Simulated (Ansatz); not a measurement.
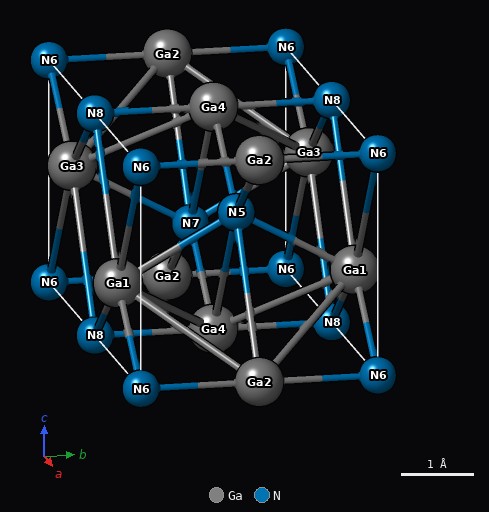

This is the input geometry for a relaxation of crystalline GaN (a generated structure, set up in Pmma) (coarse preliminary run). The picture is a ball-and-stick view of the cell of the calculation, seen slightly off an axis.

The calculation used Ansatz 0.2.0, DFT PBE, scalar-relativistic, plane waves, PAW.

Input file:
```yaml
crystal:
  lattice:
    - [5.95166094, 0.0, 0.0]
    - [0.0, 3.38879798, 0.0]
    - [0.0, 0.0, 3.20873231]
  atoms:
    - { symbol: Ga, position: [0.75, 0.0, 0.35540738] }
    - { symbol: Ga, position: [0.0, 0.5, 0.0] }
    - { symbol: Ga, position: [0.25, 0.0, 0.64459262] }
    - { symbol: Ga, position: [0.5, 0.5, 0.0] }
    - { symbol: "N", position: [0.75, 0.5, 0.64459262] }
    - { symbol: "N", position: [0.0, 0.0, 0.0] }
    - { symbol: "N", position: [0.25, 0.5, 0.35540738] }
    - { symbol: "N", position: [0.5, 0.0, 0.0] }
basis:
  ecutwfc: 420
kpoints:
  mp_grid: { grid: [4, 6, 6] }
hamiltonian:
  xc: pbe
scf:
  occupations: { method: gaussian, width: 0.1 }
  lower_state_search: "off"
output:
  forces: true
  stress: true
  eigenvalues: true
relax:
  adjacent_minimum: "off"
  f_tol: 0.04
  max_steps: 70
  cell: { stress_tol: 0.4 }
```

Run as
```bash
ansatz run input.yaml --threads 1 --pin off --max-ram 2560MiB --backend cpu --events-out ev --progress --plain --runs-dir out
```

**What does the optimiser find from here?**

The largest moves relative to the cell, 0.44 Å, are those of Ga1, Ga3, N5 and N7. Ga1 goes along +c. By element the largest moves are Ga 0.44 Å, N 0.44 Å. Cell: a 5.952 → 6.039 Å (+1.5 %), b 3.389 → 4.262 Å (+25.8 %), c 3.209 → 3.020 Å (−5.9 %). Volume +20.1 %. Near-neighbour distances that change, for instance: Ga1–Ga2 2.527 → 3.017 Å, Ga2–N6 1.694 → 2.131 Å, Ga1–N6 2.548 → 2.135 Å, Ga1–N6 (another image) 1.875 → 2.135 Å. Among the angles between lasting bonds that change: N5–Ga1–N5 122.6° → 180.0°, Ga1–N5–Ga1 122.6° → 180.0°, Ga1–N5–Ga2 107.0° → 90.0°. The space group (tolerance 0.01 Å) goes from Pmma (No. 51) to I4/mmm (No. 139). Over 8 accepted moves (10 points after the start) the energy falls by 1087 meV per atom. The largest force component goes from 5.3 to 0.00063 eV/Å. Pressure: 107.12 GPa at the start and 0.07 GPa at the end. At 2 points the geometry stayed and the basis and grid were re-selected for the new cell (energy shift of 37.5 meV per atom at most each time). The run took 80 s on 1 thread of Intel(R) Xeon(R) 6975P-C (Granite Rapids) (shared host), peak memory 0.52 GiB.

Final geometry:

```xyz
8
Lattice="6.0387 0.0000 0.0000 0.0000 4.2618 0.0000 0.0000 0.0000 3.0198" Properties=species:S:1:pos:R:3 pbc="T T T"
Ga    4.5290    0.0000    1.5101
Ga    6.0387    2.1309    3.0198
Ga    1.5097    0.0000    1.5097
Ga    3.0193    2.1309    3.0198
N     4.5290    2.1309    1.5106
N     6.0387    0.0000    3.0198
N     1.5097    2.1309    1.5092
N     3.0193    0.0000    3.0198
```

After the run, drawn alike:

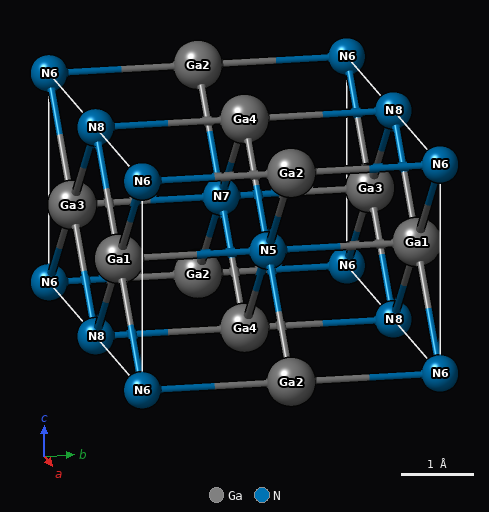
